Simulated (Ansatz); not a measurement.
# From PBEsol to G0W0: BaSrTi2O6 (perovskite [001] superlattice) (P4mm), part 2 of 3

Wanted: the gap of BaSrTi2O6 (perovskite [001] superlattice) (P4mm) with a many-body correction, and the time that it takes.

Ansatz 0.2.0; PBEsol, then G0W0 on it, plane waves, PAW. Known limits of the many-body steps: finite bands, screening cutoff and k mesh; no spin-orbit coupling in G0W0.

So far. Step 2 (Relaxing the structure): The program's warnings for this run: band table not solved further. The relaxed cell has a = 3.924, c = 7.932 Å (conventional setting).

The structure was built from a prototype and need not be the compound's stable phase.

**3. The PBEsol band structure**

Level of this step: DFT, PBEsol, plane waves, PAW; PAW set soft_1 (Ansatz).

Levels along a band path and on the mesh show where this functional puts the band edges.

input.yaml

```yaml
crystal:
  lattice:
    - [3.9242187103, 0.0, 0.0]
    - [0.0, 3.9242187103, 0.0]
    - [0.0, 0.0, 7.9315891153]
  atoms:
    - { symbol: Sr, position: [0.0, 0.0, 0.1282431578] }
    - { symbol: O, position: [0.5, 0.5, 0.1181215293] }
    - { symbol: Ti, position: [0.5, 0.5, 0.3763421795] }
    - { symbol: O, position: [0.5, 0.0, 0.3600198358] }
    - { symbol: O, position: [0.0, 0.5, 0.3600198358] }
    - { symbol: Ba, position: [0.0, 0.0, 0.6260799679] }
    - { symbol: O, position: [0.5, 0.5, 0.6139620411] }
    - { symbol: Ti, position: [0.5, 0.5, 0.886394246] }
    - { symbol: O, position: [0.5, 0.0, 0.8753886348] }
    - { symbol: O, position: [0.0, 0.5, 0.8753886348] }
kpoints:
  mp_grid: { grid: [6, 6, 4] }
  band_path:
    path:
      - [[0.0, 0.0, 0.0], [0.0, 0.5, 0.0], [0.5, 0.5, 0.0], [0.0, 0.0, 0.0], [0.0, 0.0, 0.5], [0.0, 0.5, 0.5], [0.5, 0.5, 0.5], [0.0, 0.0, 0.5]]
      - [[0.0, 0.5, 0.0], [0.0, 0.5, 0.5]]
      - [[0.5, 0.5, 0.0], [0.5, 0.5, 0.5]]
    npoints: 10
hamiltonian:
  xc: pbesol
  pseudopotentials: { kind: paw, azcp: { folder: soft_1 }, xc_functional: pbe }
scf:
  occupations: { method: fermi_dirac, width: 0.02 }
  n_extra_bands: 7
output:
  eigenvalues: true
  forces: true
  stress: true
  write_density: true
  write_potential: true
  elf: true
  volumetric_format: npy
```

Command:

```
$ ansatz run input.yaml --threads 3 --pin off --max-ram 92160MiB --backend cuda --events-out ev --progress --plain --runs-dir out --devices 1 --max-vram 13GiB
```

Numbers of over 12 decimals in the logs are rounded to 6 here.

The program printed:

```text
[...]
GPUs: using 1 of 1 available (devices: 1).
[...]
GPU FFT provider: cuFFT
GPU libraries: cuBLAS 13.8.2, cuFFT 12.4.0, cuSOLVER 12.3.4
Crystal: 10 atoms, lattice volume = 122.142 Å³
Basis set: ecut = 420 eV, 2403 PW (Γ), exchange–correlation on 54×54×108 points (8 copies of the dense FFT grid, shifted against one another)
Bands: 47, of which v1, the nominal top of the filled ones, is band 40 counted from 1 (39 counted from 0)
Symmetry: 8 space group operations
[...]
k-points: 30 of 144 (time reversal used)
[...]
GPU buffer pool allocated for 39366 grid points (all kernels)
[...]
SCF iter   1: F=—  HF=-17685.716187 eV  |F-HF|=—  |Δ(HF+E_count)|=         —  Δρ=5.48e-2  dr2=4.16e0  ethr=3.10e-3  ⟨swp⟩=11.4  Hψ=6888  notcnv=0
[...]
SCF iter   9: F=-17684.901945 eV  HF=-17684.901945 eV  |F-HF|=6.54e-9  |Δ(HF+E_count)|=  1.64e-10  Δρ=3.72e-6  dr2=1.50e-8  ethr=1.25e-10  ⟨swp⟩=18.4  Hψ=12650  notcnv=0
SCF 1 converged in 9 iterations: F = -17684.901945 eV  dr2 = 1.50e-8
[...]
NSCF: frozen V_eff on 93 k-points
SCF converged after 9 iterations
Free energy (F): -17684.901945 eV
[...]
Internal energy: -17684.901945 eV  (E = F + TS)
E sigma→0 (E₀):  -17684.901945 eV
Fermi energy:    11.139094 eV
[...]
--- Forces (eV/Å), atoms counted from 1 ---
  atom   1  Sr     0.00000000     0.00000000    -0.00004316
  atom   2  O      0.00000000     0.00000000     0.00173311
  atom   3  Ti     0.00000000     0.00000000     0.00142409
  atom   4  O     -0.00000000     0.00000000    -0.00445369
  atom   5  O      0.00000000     0.00000000    -0.00445369
  atom   6  Ba     0.00000000     0.00000000     0.00067887
  atom   7  O      0.00000000     0.00000000     0.00136887
  atom   8  Ti     0.00000000     0.00000000    -0.00156561
  atom   9  O     -0.00000000     0.00000000     0.00265014
  atom  10  O      0.00000000     0.00000000     0.00265014
  max |Σ_I F_I| component: 1.09e-5 eV/Å
--- Stress (GPa, compression-positive) ---
        0.004635       0.000000      -0.000000
        0.000000       0.004635       0.000000
       -0.000000       0.000000       0.001340
  P = ⅓ Tr σ = 0.0035 GPa (0.035 kbar)
--- Band table (eV; the first three rows and the last of 30) ---
  k-point 0: bands = [... 36 lower, 9.5035, 9.7843, 9.8209, 9.8209, 12.0618, 12.2173, 12.2972, 12.2972, ... 3 higher]
  k-point 1: bands = [... 36 lower, 9.5417, 9.5417, 9.7679, 9.7679, 12.0822, 12.1953, 12.5795, 12.5795, ... 3 higher]
  k-point 2: bands = [... 36 lower, 9.6196, 9.6196, 9.6756, 9.6756, 12.1190, 12.1567, 13.1303, 13.1303, ... 3 higher]
  k-point 29: bands = [... 36 lower, 9.6039, 9.6039, 10.1512, 10.1889, 14.2626, 14.2626, 14.3030, 14.3030, ... 3 higher]
```

The job ended after 15 s (1 × NVIDIA H100 80GB HBM3 (shared by 6 runs) with 3 threads of AMD EPYC 7R13 (Zen 3), shared host; peak memory 1 GiB).

This step gave:

```
pressure             : 0.003537 GPa
filled bands         : 40
gap                  : 1.856 eV
valence top at       : M
conduction bottom at : Γ
least direct gap     : 2.241 eV
```

Over mesh and path the gap is 1.856 eV, from k = (0.500, 0.500, 0.000) to k = Γ. The least direct gap found is 2.241 eV, at k = Γ.

The electronic bands at the labelled points (eV, zero at the top of the highest nominally filled band):

| point | band 37 | band 38 | band 39 | band 40 | band 41 | band 42 | band 43 | band 44 |
| --- | --- | --- | --- | --- | --- | --- | --- | --- |
| Γ | -0.70 | -0.42 | -0.38 | -0.38 | 1.86 | 2.01 | 2.09 | 2.09 |
| X | -1.19 | -0.97 | -0.85 | -0.17 | 2.23 | 3.74 | 3.78 | 3.79 |
| M | -0.11 | -0.11 | -0.07 | 0.00 | 3.81 | 3.81 | 4.23 | 4.43 |
| Γ | -0.70 | -0.42 | -0.38 | -0.38 | 1.86 | 2.01 | 2.09 | 2.09 |
| Z | -0.59 | -0.59 | -0.53 | -0.53 | 1.91 | 1.95 | 2.92 | 2.92 |
| R | -1.37 | -1.25 | -0.80 | -0.57 | 3.00 | 3.11 | 3.75 | 3.79 |
| A | -0.60 | -0.60 | -0.05 | -0.02 | 4.06 | 4.06 | 4.10 | 4.10 |
| Z | -0.59 | -0.59 | -0.53 | -0.53 | 1.91 | 1.95 | 2.92 | 2.92 |
| jump to X | -1.19 | -0.97 | -0.85 | -0.17 | 2.23 | 3.74 | 3.78 | 3.79 |
| R | -1.37 | -1.25 | -0.80 | -0.57 | 3.00 | 3.11 | 3.75 | 3.79 |
| jump to M | -0.11 | -0.11 | -0.07 | 0.00 | 3.81 | 3.81 | 4.23 | 4.43 |
| A | -0.60 | -0.60 | -0.05 | -0.02 | 4.06 | 4.06 | 4.10 | 4.10 |

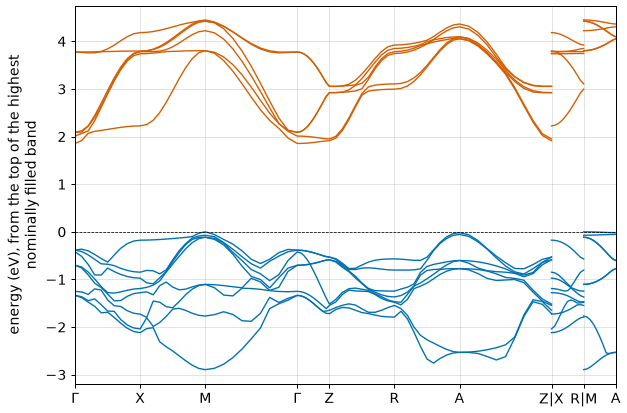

Electronic bands along the path; lines of filled and empty bands in two colours.

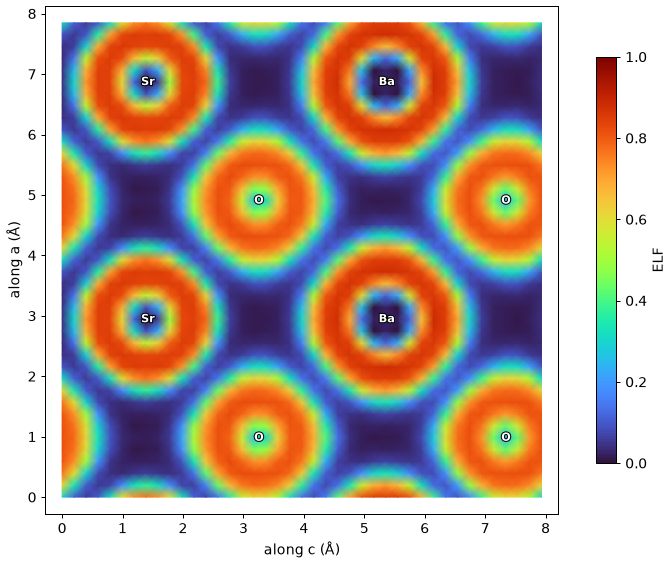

ELF in the ca plane at fractional y = 0.000, with atoms of Sr and O and Ba within 0.2 Å of it. It is the smooth field of the valence electrons, not physical close to the nuclei. The map starts off the cell's origin, so that atoms lie inside it.

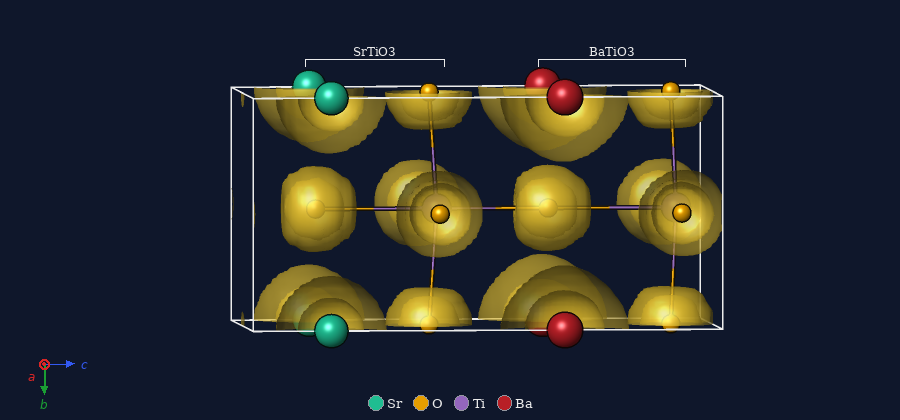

Surface of ELF = 0.8.

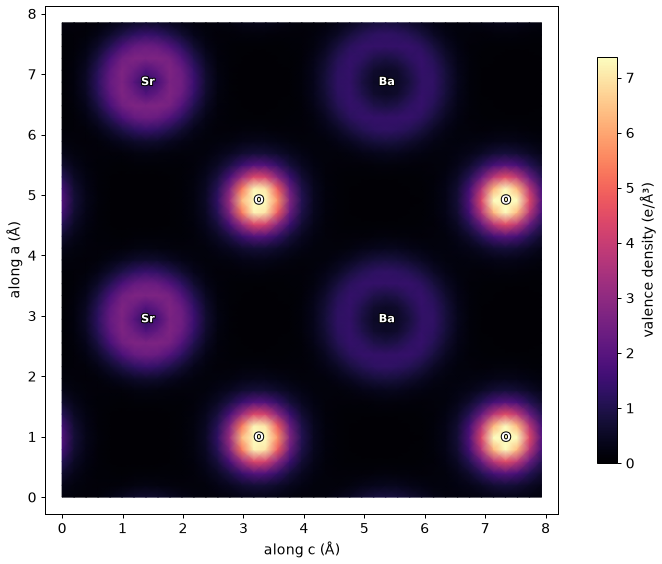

Valence density in the ca plane at fractional y = 0.000, with atoms of Sr and O and Ba within 0.2 Å of it. It is the smooth field of the valence electrons, not physical close to the nuclei. The map starts off the cell's origin, so that atoms lie inside it.

**4. The quasiparticle correction**

G0W0 replaces the xc potential by a self-energy built once from the orbitals of the start. Levels are corrected in the window of bands that the input names, at points of the mesh.

This step: G0W0 on PBEsol, plane waves, PAW; PAW set soft_1.

input.yaml, the sections that differ from step 3:

```yaml
kpoints:
  mp_grid: { grid: [6, 6, 4] }
scf:
  occupations: { method: fixed }
gw:
  n_empty_bands: 411
  ecut_chi: 130.0
  qp_bands: [v3, c3]
  qp_kpoints: band_edges
  screening: { model: contour_deformation }
# crystal, hamiltonian: as in step 3
# output: removed
```

The program printed:

```text
GPUs: using 1 of 1 available (devices: 1).
[...]
GPU FFT provider: cuFFT
GPU libraries: cuBLAS 13.8.2, cuFFT 12.4.0, cuSOLVER 12.3.4
Crystal: 10 atoms, lattice volume = 122.142 Å³
Basis set: ecut = 420 eV, 2403 PW (Γ)
Bands: 50, of which v1, the nominal top of the filled ones, is band 40 counted from 1 (39 counted from 0)
Symmetry: 8 space group operations
[...]
k-points: 30 of 144 (time reversal used)
[...]
GPU buffer pool allocated for 39366 grid points (all kernels)
[...]
SCF iter   1: F=—  HF=-17685.721224 eV  |F-HF|=—  |Δ(HF+E_count)|=         —  Δρ=5.49e-2  dr2=4.18e0  ethr=3.10e-3  ⟨swp⟩=4.8  Hψ=5561  notcnv=0  defer=175
[...]
SCF iter  11: F=-17684.902248 eV  HF=-17684.902248 eV  |F-HF|=2.60e-9  |Δ(HF+E_count)|=   2.19e-8  Δρ=4.03e-6  dr2=1.67e-8  ethr=1.25e-10  ⟨swp⟩=13.7  Hψ=6685  notcnv=0
SCF 1 converged in 11 iterations: F = -17684.902248 eV  dr2 = 1.67e-8
[...]
NSCF: frozen V_eff on 30 k-points, pencils in batches of 32, up to order 200
the band table was solved once the SCF had ended and its energy, with any forces and stress, was formed, with the checks that follow a solve (5918 applications of the Hamiltonian). They found nothing against the state; the energy, forces and stress were not computed again (output.eigenvalues in the input reference)
[...]
G₀W₀ screening: q 1/30
[... further progress lines ...]
SCF converged after 11 iterations
Free energy (F): -17684.902248 eV
[...]
Internal energy: -17684.902248 eV  (E = F + TS)
E sigma→0 (E₀):  -17684.902248 eV
Fermi energy:    10.205847 eV
[...]
--- Band table (eV; the first three rows and the last of 30) ---
  k-point 0: bands = [... 36 lower, 9.5034, 9.7843, 9.8209, 9.8209, 12.0618, 12.2173, 12.2972, 12.2972, ... 6 higher]
  k-point 1: bands = [... 36 lower, 9.5417, 9.5417, 9.7679, 9.7679, 12.0821, 12.1952, 12.5795, 12.5795, ... 6 higher]
  k-point 2: bands = [... 36 lower, 9.6196, 9.6196, 9.6756, 9.6756, 12.1190, 12.1566, 13.1302, 13.1302, ... 6 higher]
  k-point 29: bands = [... 36 lower, 9.6040, 9.6040, 10.1513, 10.1890, 14.2627, 14.2627, 14.3029, 14.3029, ... 6 higher]
--- G₀W₀: contour deformation, 7 samples at zero and on the imaginary axis and 2 off it, 144 q-points, 411 empty bands' worth ---
  eigenvalues of the whole cell's RPA ε∞ on this k-mesh (on a slab, of 1 + 4πα/V) = 5.7322, 6.1601, 6.1601; static W/v taken at q = 0 is 0.164817
  bands read: the sum over 451 bands ends inside a degenerate multiplet in 2 slots, whose members it reads at an even weight; the widest, k=2: bands 451 to 452 (counted from 1) at 1/2 each
  gw.qp_kpoints: band_edges: 23 of 30 stored k-points solved, in 1 pass; an edge of the gap read off the rows below is read off those points alone
    valence top: of the k-points left out ik 11 came nearest to being solved in a further pass, in band 40 (counted from 1, as in the quasiparticle table): it holds the edge there only if its correction is more favourable than any solved in that band by at least 0.545 eV; those differ by 0.067 eV
    conduction bottom: of the k-points left out ik 12 came nearest to being solved in a further pass, in band 41 (counted from 1, as in the quasiparticle table): it holds the edge there only if its correction is more favourable than any solved in that band by at least 0.531 eV; those differ by 0.059 eV
    ik  band        ε_KS         Σx   Σc(E_QP)       V_xc       Z   E_QP_lin       E_QP  E_QP is
     0    38      9.7843   -26.1108     4.3883   -21.3695  0.7307     9.4291     9.4314  root
     0    39      9.8209   -25.7406     4.2308   -21.1678  0.7310     9.4768     9.4789  root
     0    40      9.8209   -25.7406     4.2308   -21.1678  0.7310     9.4768     9.4789  root
     0    41     12.0618   -12.5921    -6.3965   -20.2746  0.7440    13.3788    13.3479  root
     0    42     12.2173   -12.8882    -6.6096   -20.8233  0.7379    13.5778    13.5428  root
     0    43     12.2972   -13.1008    -6.0571   -20.4205  0.7424    13.5894    13.5597  root
     1    38      9.5417   -25.8683     4.5058   -20.9755  0.7283     9.1519     9.1547  root
     1    39      9.7679   -25.7731     4.2955   -21.1261  0.7302     9.4141     9.4164  root
     1    40      9.7679   -25.7731     4.2955   -21.1261  0.7302     9.4141     9.4164  root
     1    41     12.0821   -12.6295    -6.4268   -20.3481  0.7432    13.4055    13.3740  root
     1    42     12.1952   -12.8422    -6.5744   -20.7356  0.7388    13.5485    13.5141  root
     1    43     12.5795   -13.5072    -6.0890   -20.8603  0.7361    13.8752    13.8436  root
     2    38      9.6196   -25.8649     4.4310   -21.0616  0.7289     9.2447     9.2473  root
     2    39      9.6756   -25.7858     4.3939   -21.0238  0.7292     9.3050     9.3076  root
     2    40      9.6756   -25.7858     4.3939   -21.0238  0.7292     9.3050     9.3076  root
     2    41     12.1190   -12.7027    -6.4939   -20.5017  0.7415    13.4568    13.4241  root
     2    42     12.1566   -12.7605    -6.5024   -20.5679  0.7406    13.4946    13.4616  root
     2    43     13.1302   -14.1265    -6.3806   -21.8018  0.7220    14.4645    14.4249  root
     3    38      9.2288   -25.1356     4.4704   -20.2746  0.7206     8.8348     8.8382  root
     3    39      9.5968   -25.4226     4.0643   -21.0311  0.7306     9.2677     9.2696  root
     3    40      9.7020   -25.9557     4.3723   -21.2276  0.7304     9.3439     9.3462  root
     3    41     12.3231   -13.1506    -6.1065   -20.5270  0.7414    13.6234    13.5930  root
     3    42     12.6308   -13.5938    -6.2714   -21.1277  0.7314    13.9266    13.8933  root
     3    43     12.6851   -13.5797    -6.2156   -21.0766  0.7337    14.0000    13.9664  root
     4    38      9.2552   -25.0857     4.5123   -20.1749  0.7190     8.8531     8.8567  root
     4    39      9.5117   -25.3561     4.0699   -20.9576  0.7300     9.1811     9.1831  root
     4    40      9.5329   -25.6443     4.4043   -20.8807  0.7251     9.1711     9.1736  root
     4    41     12.5603   -13.4790    -6.1531   -20.8955  0.7357    13.8555    13.8237  root
     4    42     12.6782   -13.6493    -6.3135   -21.2392  0.7302    13.9891    13.9547  root
     4    43     12.7178   -13.6909    -6.4224   -21.4001  0.7283    14.0406    14.0047  root
     6    38      9.3291   -25.5073     4.2224   -20.9244  0.7285     8.9660     8.9685  root
     6    39      9.4565   -25.8779     4.4516   -21.0500  0.7283     9.0775     9.0802  root
     6    40      9.8176   -25.4585     4.6781   -20.3774  0.7210     9.4112     9.4145  root
     6    41     12.3937   -13.2130    -6.2843   -20.7956  0.7383    13.7252    13.6921  root
     6    42     13.5386   -14.4446    -6.7107   -22.4376  0.7083    14.8667    14.8209  root
     6    43     13.5510   -14.4580    -6.6177   -22.3735  0.7116    14.8939    14.8488  root
     7    38      9.1968   -25.3892     4.1927   -20.8360  0.7283     8.8337     8.8363  root
     7    39      9.2712   -25.3877     4.4470   -20.5639  0.7222     8.8914     8.8944  root
     7    40      9.7596   -25.4491     4.6813   -20.3610  0.7207     9.3494     9.3528  root
     7    41     12.6548   -13.5603    -6.3050   -21.1607  0.7326    13.9849    13.9502  root
[...]
28    38      9.9166   -25.5741     4.6784   -20.5041  0.7220     9.5219     9.5250  root
    28    39     10.1418   -25.7871     4.7203   -20.6920  0.7212     9.7642     9.7670  root
    28    40     10.1989   -25.8977     4.7222   -20.8069  0.7216     9.8277     9.8304  root
    28    41     14.0861   -14.7334    -7.1415   -23.1914  0.6947    15.4606    15.4026  root
    28    42     14.0861   -14.7334    -7.1415   -23.1914  0.6947    15.4606    15.4026  root
    28    43     14.4604   -13.7196    -7.9429   -22.9750  0.6834    15.8380    15.7729  root
    29    38      9.6040   -25.2596     4.6480   -20.1954  0.7216     9.1840     9.1877  root
    29    39     10.1513   -25.8117     4.7185   -20.7219  0.7214     9.7773     9.7800  root
    29    40     10.1890   -25.8719     4.7239   -20.7760  0.7214     9.8143     9.8170  root
    29    41     14.2627   -14.6702    -7.3009   -23.2881  0.6908    15.6399    15.5797  root
    29    42     14.2627   -14.6702    -7.3009   -23.2881  0.6908    15.6399    15.5797  root
    29    43     14.3029   -14.5852    -7.3719   -23.2729  0.6887    15.6806    15.6187  root
```

Elapsed: 2.6 min, on 1 × NVIDIA H100 80GB HBM3 (shared by 6 runs) with 3 threads; peak memory 2.8 GiB.

Numbers from this step:

| Quantity | Value |
| --- | --- |
| bands summed | 451 |
| RPA ε∞ on this mesh (eigenvalues) | 5.732, 6.160, 6.160 |
| plane waves in the screening matrix | 419 |
| q-points in the mesh | 144 |
| G0W0 gap over the corrected points | 3.508 eV |
| k of the valence top | -0.5, -0.5, 0 |
| k of the conduction bottom | 0, 0, 0 |
| starting gap on the mesh | 1.856 eV |
| Z at the valence top | 0.7216 |
| Z at the conduction bottom | 0.7440 |
| least direct G0W0 gap over the corrected points | 3.869 eV |

Over 23 of 30 irreducible mesh points the G0W0 gap is 3.508 eV, from k = (-0.500, -0.500, 0.000) to k = Γ. The PBEsol gap of this run on the mesh is 1.856 eV. The two states that bound the G0W0 gap lie that far apart at the start, so the correction of the gap is 3.508 − 1.856 = +1.652 eV.

Labels follow the order of the start: v1 is the top filled band, c1 the lowest empty one; levels that stay degenerate share a row, the window can cut a multiplet, doubted levels are not marked in this list, bands outside the window were not corrected, and the list may be a part of the corrected levels. The levels before and after the correction (eV, zero at the valence-band top of each column):

|  | conduction bottom | valence top |
| --- | --- | --- |
| Kohn-Sham | 1.86 | 0.00 |
| G0W0 | 3.51 | 0.00 |

|  | level | occupation | energy (eV) |
| --- | --- | --- | --- |
| Kohn-Sham | Γ v3 | 2 | -0.422 |
| Kohn-Sham | Γ v2-v1 | 2 | -0.385 |
| Kohn-Sham | Γ c1 | 0 | 1.856 |
| Kohn-Sham | Γ c2 | 0 | 2.011 |
| Kohn-Sham | Γ c3 | 0 | 2.091 |
| Kohn-Sham | (-0.5 -0.5 0) v3 | 2 | -0.113 |
| Kohn-Sham | (-0.5 -0.5 0) v2 | 2 | -0.071 |
| Kohn-Sham | (-0.5 -0.5 0) v1 | 2 | 0.000 |
| Kohn-Sham | (-0.5 -0.5 0) c1-c2 | 0 | 3.805 |
| Kohn-Sham | (-0.5 -0.5 0) c3 | 0 | 4.225 |
| G0W0 | Γ v3 | 2 | -0.409 |
| G0W0 | Γ v2-v1 | 2 | -0.361 |
| G0W0 | Γ c1 | 0 | 3.508 |
| G0W0 | Γ c2 | 0 | 3.703 |
| G0W0 | Γ c3 | 0 | 3.720 |
| G0W0 | (-0.5 -0.5 0) v3 | 2 | -0.125 |
| G0W0 | (-0.5 -0.5 0) v2 | 2 | -0.082 |
| G0W0 | (-0.5 -0.5 0) v1 | 2 | 0.000 |
| G0W0 | (-0.5 -0.5 0) c1-c2 | 0 | 5.488 |
| G0W0 | (-0.5 -0.5 0) c3 | 0 | 5.904 |

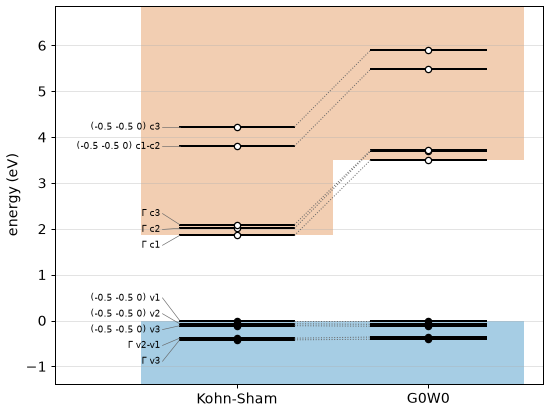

Levels before and after the correction. Shaded: valence and conduction bands. Filled marks are occupied levels, open marks empty ones.

The parts of the quasiparticle energy for the two states that bound the G0W0 gap, in eV on the run's own scale (QP = start + Σx + Σc − Vxc, with Σc at the quasiparticle energy):

| edge | k | band | start | Σx | Σc | Vxc | Z | QP |
| --- | --- | --- | --- | --- | --- | --- | --- | --- |
| valence top | (-0.500, -0.500, 0.000) | 40 | 10.206 | −25.916 | 4.721 | −20.829 | 0.722 | 9.840 |
| conduction bottom | Γ | 41 | 12.062 | −12.592 | −6.396 | −20.275 | 0.744 | 13.348 |

(Part 2 of 3 ends here.)

[Paths, hosts, dates, memory and timing lines, banners, echoed tables and standing remarks are left out of the program output.]

[Logs are printed without paths, hosts, clocks, repeated set-up lines and the standing remarks that a program may print on its own settings, such as how far it seeks lower states.]

[Runs of the session that timed out or met a known fault of the program may be left out.]

[Cells called generated may have been cut or substituted from an entry of the Crystallography Open Database or the Materials Project.]

[Hosts, paths, dates, database ids (printed as entryN), source tags and the programs' standing remarks are cut or masked in the printed files.]

[Where an RPA ε∞ is given, it is that of the G0W0 mesh and is not shown converged in it. Names of k-points follow the symmetry that the program found, which can be lower than the space group named. Band edges on a path are those of the sampled points; other points can move an edge, and change direct to indirect where valleys lie close.]

[Hybrid gaps are those of their k-mesh and are not shown converged in it.]
